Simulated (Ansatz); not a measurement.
## What a change does: single-point calculation on Al

System: Al (P6/mmm, 2 atoms in the cell).
Method of run 1: Kohn-Sham DFT of a periodic cell, PBE, all-electron LAPW, scalar-relativistic, no spin polarisation (Ansatz 0.2.0).

The structure was built on a prototype by a generator; it need not be a known phase. Text and figures count atoms from 1; the logs count them from 0 in places.

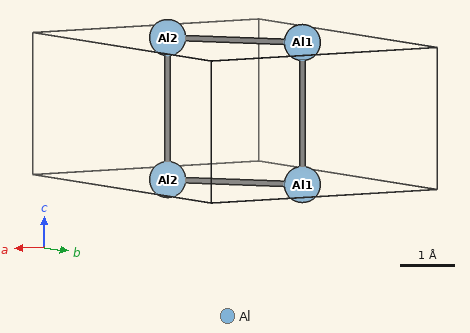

The input geometry (ball-and-stick view of the cell of the calculation, seen at an oblique angle; atoms are numbered from 1 in the order of the input). An atom can appear more than once, as a periodic image.

### The input, run 1
```yaml
crystal:
  lattice:
    - [4.4916, 0.0, 0.0]
    - [-2.2458, 3.88984, 0.0]
    - [0.0, 0.0, 2.7226]
  atoms:
    - { symbol: Al, position: [0.33333, 0.66667, 0.0] }
    - { symbol: Al, position: [0.66667, 0.33333, 0.0] }
kpoints:
  mp_grid: { grid: [7, 7, 10] }
scf:
  occupations: { method: fermi_dirac, width: 0.05 }
hamiltonian:
  xc: pbe
  pseudopotentials: { kind: all_electron, lapw: { basis_error: 0.001 } }
output:
  forces: true
  stress: true
  eigenvalues: true
  populations: true
```

Command:
```bash
ansatz run input.yaml --threads 1 --pin off --max-ram 3072MiB --backend cpu --events-out ev --progress --plain --runs-dir out
```

Hardware: 1 thread of Arm Neoverse V2, 24 GiB of memory available, shared host.

### Output, shortened to warnings, some set-up lines, iterations and results (run 1)
```
Warning: the atoms were moved onto the symmetric positions of the space group found under crystal.symmetry.tolerance 1.0e-5 (fractional; no operation is sought that the atoms, as they stand in a round, miss by more than twice it, and no atom is moved by as much as it), and the run uses the moved positions. Before a round's move an operation carried an atom to 4.49e-5 Å from where it should land, …
Basis set: ecut = 178.24170724128734 eV, 245 PW (Γ), exchange–correlation at level 2
Symmetry: 24 space group operations
k-points: 48 of 490
Initial density: superposition of atomic densities (chi_scale 0.1, normalization cell)
[...]
SCF iter   1: F=—  HF=-13214.088567 eV  |F-HF|=—  |Δ(HF+E_count)|=         —  Δρ=1.69e-2  dr2=1.79e-1  ethr=8.05e-4  ⟨swp⟩=2.4  Hψ=5087  notcnv=0
SCF iter   2: F=—  HF=-13214.067195 eV  |F-HF|=—  |Δ(HF+E_count)|=   2.14e-2  Δρ=8.06e-3  dr2=3.56e-2  ethr=8.05e-4  ⟨swp⟩=2.0  Hψ=2064  notcnv=0
SCF iter   3: F=—  HF=-13214.064049 eV  |F-HF|=—  |Δ(HF+E_count)|=   3.15e-3  Δρ=2.97e-4  dr2=3.51e-5  ethr=1.65e-7  ⟨swp⟩=3.1  Hψ=3651  notcnv=0
SCF iter   4: F=—  HF=-13214.064163 eV  |F-HF|=—  |Δ(HF+E_count)|=         —  Δρ=5.70e-5  dr2=1.37e-6  ethr=1.60e-7  ⟨swp⟩=3.0  Hψ=2021  notcnv=0
SCF iter   5: F=-13214.064170 eV  HF=-13214.064170 eV  |F-HF|=5.18e-8  |Δ(HF+E_count)|=   6.57e-6  Δρ=3.67e-6  dr2=8.11e-9  ethr=6.24e-9  ⟨swp⟩=3.1  Hψ=2038  notcnv=0
SCF 1 converged in 5 iterations: F = -13214.064170 eV  dr2 = 8.11e-9
SCF converged after 5 iterations
Free energy (F): -13214.064170 eV
Harris-Foulkes:  -13214.064170 eV  (|F-HF|=5.18e-8)
Internal energy: -13214.059215 eV  (E = F + TS)
E sigma→0 (E₀):  -13214.061692 eV
Entropy (-TS):   -0.004955 eV (-2.478 meV/atom)
Fermi energy:    5.458726 eV
--- Per-component energies (eV) ---
  E_band       = -1089.358812
  E_kinetic    = 13242.811527
  E_xc         = -1012.174356
  E_electrostatic = -25444.696386  (all electrons and nuclei)
  E_smearing   = -0.004955  (= −TS)
  E_closure    = 0.000000  (closes the sum)
  E_atoms      = -13207.565847  (free atoms, spherical and without spin; not in F)
  Σ components = -13214.064170   (vs F -13214.064170, Δ=0.00e0)
  Basis errors (estimates in eV, not in F): energy 4.2e-4 per atom: plane waves 4.0e-4 (2.3e-4 summed), levels above the bands 4.9e-49, relativity 5.1e-9, radial functions 2.8e-5, core shells 1.8e-13; eigenvalues (radial functions only) 5.0e-7; not estimated: angular momenta, meshes, grids; target …
--- Forces (eV/Å), atoms counted from 1 ---
  atom   1  Al    -0.00000000    -0.00000000     0.00000000
  atom   2  Al     0.00000000     0.00000000    -0.00000000
  max |Σ_I F_I| component: 3.47e-18 eV/Å
--- Stress (GPa, compression-positive) ---
        1.970569      -0.000000       0.000000
       -0.000000       1.970569       0.000000
        0.000000       0.000000       0.912239
  P = ⅓ Tr σ = 1.6178 GPa (16.178 kbar)
--- Löwdin populations: 2 sites ---
  site symbol       q [e]
     0     Al     12.9705
     1     Al     12.9705
  spilling = 0.002273 (of n_electrons = 26.000000)
```

For run 2 the input was changed thus:
```diff
-    - { symbol: Al, position: [0.33333, 0.66667, 0.0] }
-    - { symbol: Al, position: [0.66667, 0.33333, 0.0] }
+    - { symbol: Al, position: [0.316559, 0.657681, 0.011944] }
+    - { symbol: Al, position: [0.660345, 0.32091, -0.024846] }
```

Predict how the results change.

With the same functional and potentials, run 2 lies 1.7 meV per atom higher. The largest force goes from 0.000 to 0.379 eV/Å. The SCF takes 7 iterations against 5. The irreducible k-points go from 48 to 246. The plane waves at Γ go from 245 to 259. On the same kind of shared host run 2 took about 6.2 times as long.

### Output, shortened to warnings, some set-up lines, iterations and results (run 2)
```
Basis set: ecut = 186.43086146938566 eV, 259 PW (Γ), exchange–correlation at level 2
Symmetry: 2 space group operations
k-points: 246 of 490
Initial density: superposition of atomic densities (chi_scale 0.1, normalization cell)
[...]
SCF iter   1: F=—  HF=-13214.086531 eV  |F-HF|=—  |Δ(HF+E_count)|=         —  Δρ=1.73e-2  dr2=1.83e-1  ethr=8.25e-4  ⟨swp⟩=2.3  Hψ=25936  notcnv=0
SCF iter   2: F=—  HF=-13214.077424 eV  |F-HF|=—  |Δ(HF+E_count)|=   9.11e-3  Δρ=1.20e-2  dr2=1.07e-1  ethr=8.25e-4  ⟨swp⟩=2.0  Hψ=9532  notcnv=0
SCF iter   3: F=—  HF=-13214.060042 eV  |F-HF|=—  |Δ(HF+E_count)|=   1.74e-2  Δρ=1.04e-3  dr2=5.49e-4  ethr=2.48e-6  ⟨swp⟩=3.0  Hψ=18445  notcnv=0
SCF iter   4: F=—  HF=-13214.060751 eV  |F-HF|=—  |Δ(HF+E_count)|=         —  Δρ=3.10e-4  dr2=5.25e-5  ethr=2.48e-6  ⟨swp⟩=3.0  Hψ=10146  notcnv=0
SCF iter   5: F=—  HF=-13214.060855 eV  |F-HF|=—  |Δ(HF+E_count)|=   1.04e-4  Δρ=6.47e-5  dr2=2.87e-6  ethr=2.39e-7  ⟨swp⟩=3.0  Hψ=10291  notcnv=0
SCF iter   6: F=—  HF=-13214.060859 eV  |F-HF|=—  |Δ(HF+E_count)|=   3.84e-6  Δρ=1.40e-5  dr2=2.32e-7  ethr=1.30e-8  ⟨swp⟩=3.0  Hψ=10291  notcnv=0
SCF iter   7: F=-13214.060859 eV  HF=-13214.060859 eV  |F-HF|=2.31e-8  |Δ(HF+E_count)|=   7.17e-8  Δρ=4.79e-6  dr2=2.01e-8  ethr=1.06e-9  ⟨swp⟩=3.0  Hψ=10252  notcnv=0
SCF 1 converged in 7 iterations: F = -13214.060859 eV  dr2 = 2.01e-8
SCF converged after 7 iterations
Free energy (F): -13214.060859 eV
Harris-Foulkes:  -13214.060859 eV  (|F-HF|=2.31e-8)
Internal energy: -13214.055654 eV  (E = F + TS)
E sigma→0 (E₀):  -13214.058257 eV
Entropy (-TS):   -0.005205 eV (-2.602 meV/atom)
Fermi energy:    5.468679 eV
--- Per-component energies (eV) ---
  E_band       = -1089.393534
  E_kinetic    = 13242.818623
  E_xc         = -1012.173397
  E_electrostatic = -25444.700881  (all electrons and nuclei)
  E_smearing   = -0.005205  (= −TS)
  E_closure    = 0.000000  (closes the sum)
  E_atoms      = -13207.565847  (free atoms, spherical and without spin; not in F)
  Σ components = -13214.060859   (vs F -13214.060859, Δ=0.00e0)
  Basis errors (estimates in eV, not in F): energy 4.3e-4 per atom: plane waves 4.0e-4 (2.3e-4 summed), levels above the bands 1.9e-48, relativity 6.4e-9, radial functions 3.2e-5, core shells 1.5e-12; eigenvalues (radial functions only) 9.1e-7; not estimated: angular momenta, meshes, grids; target …
--- Forces (eV/Å), atoms counted from 1 ---
  atom   1  Al     0.34713018    -0.06648460     0.13719172
  atom   2  Al    -0.34713018     0.06648460    -0.13719172
  max |Σ_I F_I| component: 0.00e0 eV/Å
--- Stress (GPa, compression-positive) ---
        1.631642       1.382443       0.098153
        1.382443       2.234867      -0.017555
        0.098153      -0.017555       0.976862
  P = ⅓ Tr σ = 1.6145 GPa (16.145 kbar)
--- Löwdin populations: 2 sites ---
  site symbol       q [e]
     0     Al     12.9703
     1     Al     12.9703
  spilling = 0.002284 (of n_electrons = 26.000000)
```

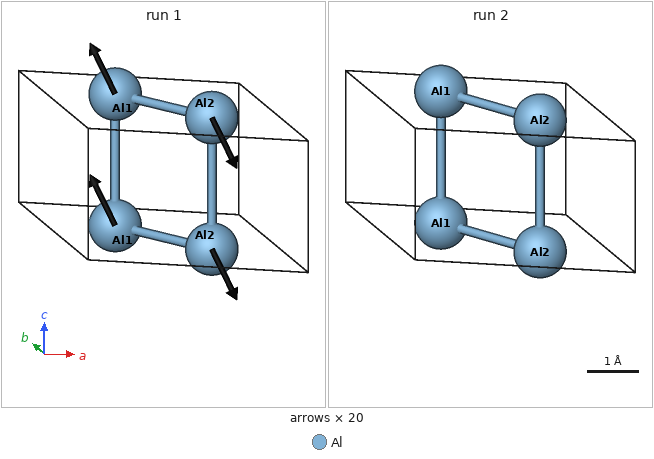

The two input geometries at one scale (ball-and-stick view of the cell of the calculation, seen at an oblique angle). The black arrows on the first give the shifts of the atoms relative to the cell, with their mean removed, magnified 20 times. The largest moves, 0.057 Å, are those of Al1 and Al2. (The mean shift of all atoms is removed.) The cell stays as it was. Among the contacts that change: Al1–Al2 2.593 → 2.649 Å.

### The two runs side by side

| quantity | run 1 | run 2 |
| --- | --- | --- |
| outcome | converged | converged |
| free energy per atom (eV) | −6607.0321 | −6607.0304 |
| energy per atom, smearing taken to zero (eV) | −6607.0308 | −6607.0291 |
| gap on the mesh (eV) | 0.00 | 0.00 |
| pressure (GPa) | 1.62 | 1.61 |
| largest force (eV/Å) | 0.000 | 0.379 |
| SCF iterations | 5 | 7 |
| irreducible k-points | 48 | 246 |
| plane waves at Γ | 245 | 259 |
| wall time (shared host) | 3.2 s | 20 s |

For run 1: Warnings: the structure was made exactly symmetric.
